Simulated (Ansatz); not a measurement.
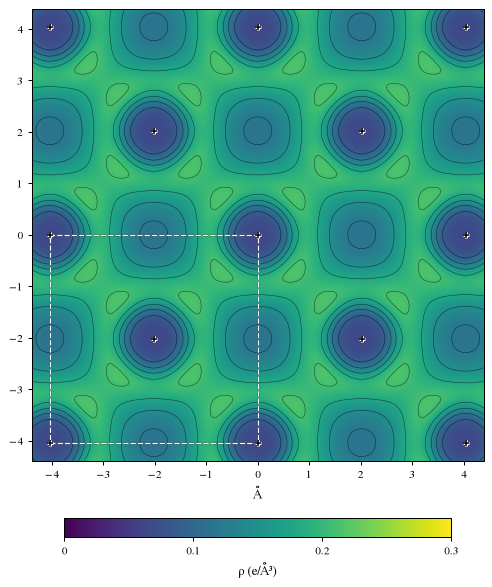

The valence electron density on a plane through atoms (crosses mark nuclei in the plane).

The calculation used Ansatz 0.2.0, DFT PBE, scalar-relativistic, plane waves, PAW.

Candidates:
A. Al, a = 4.04 Å, b = 4.04 Å, c = 4.04 Å, α = 90.00°, β = 90.00°, γ = 90.00°. Space group Fm-3m; computed without spin polarisation.
B. Sr$_{15}$O$_{17}$ (cell charge +2, with a compensating background) (cell with a defect), a = 9.00 Å, b = 9.00 Å, c = 9.00 Å, α = 109.47°, β = 109.47°, γ = 109.47°. 
C. Zr$_{3}$H, a = 5.51 Å, b = 8.41 Å, c = 6.21 Å, α = 90.00°, β = 90.00°, γ = 90.00°. Space group Ibam; a structure from a database of computed crystals, not necessarily the ambient phase.

### Which candidate gave the map?

Candidate A: Al on the (100) plane of the conventional cell, which holds Al. Al–Al (2.86 Å): ρ is about 0.2 e/Å³ halfway.
